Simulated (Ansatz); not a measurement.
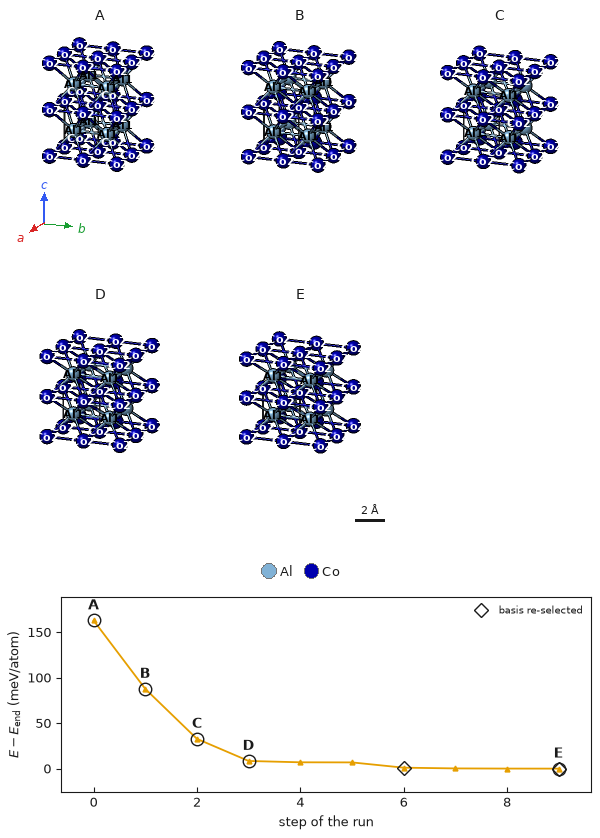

Frames of a relaxation of a crystal of AlCo (built on the CuAu (L1_0)_123 type) (coarse preliminary run), marked on the history of the run. The picture is a ball-and-stick view of the cell of the calculation, repeated 2 × 2 × 2 with one cell outlined, seen slightly off an axis.

Case: CuAu (L1_0) type (P4/mmm, No. 123).

Level of theory: Ansatz 0.2.0, DFT PBE, scalar-relativistic, plane waves, PAW. Settings: plane-wave cutoff 420 eV; k-point mesh 6 × 6 × 6; occupations gaussian; smearing width 0.1 eV; collinear spin; cell and atoms relaxed; force threshold 0.04 eV/Å; at most 70 steps.

What happens along the run?

Over 7 accepted moves (9 points after the start) the energy falls by 163 meV per atom. All forces vanish by symmetry, so only the cell relaxes. Pressure: 7.00 GPa at the start and 0.03 GPa at the end. At 2 points the geometry stayed and the basis and grid were re-selected for the new cell (energy shift of 5.8 meV per atom at most each time). The atoms keep their places relative to the cell (all moves are under 0.005 Å). The volume changes by +1.2 %, with a = b 2.597 → 2.854 Å (+9.9 %), c 3.404 → 2.852 Å (−16.2 %). Among the contacts that change: Co2–Co2 2.597 → 2.854 Å, Al1–Al1 2.597 → 2.854 Å, Al1–Co2 2.504 → 2.471 Å. The space group (tolerance 0.01 Å) goes from P4/mmm (No. 123) to Pm-3m (No. 221). The program noted that the starting moments weren't kept. The run may lie on a higher electronic state than the lowest, so the end point isn't shown to be the ground-state structure. Cost: 35 s on 1 thread of Intel(R) Xeon(R) Platinum 8259CL CPU @ 2.50GHz (Skylake/Cascade Lake), with other jobs on the host, peak memory 0.35 GiB. From step 0 to 1: volume +2.2 %, energy −75.2 meV per atom. From step 1 to 2: volume −0.3 %, energy −54.9 meV per atom. From step 2 to 3: volume −1.5 %, energy −24.3 meV per atom. From step 3 to 9: volume +0.8 %, energy −8.4 meV per atom.

Limits of the set-up: the k-point mesh is coarse for a cell with partly filled bands.
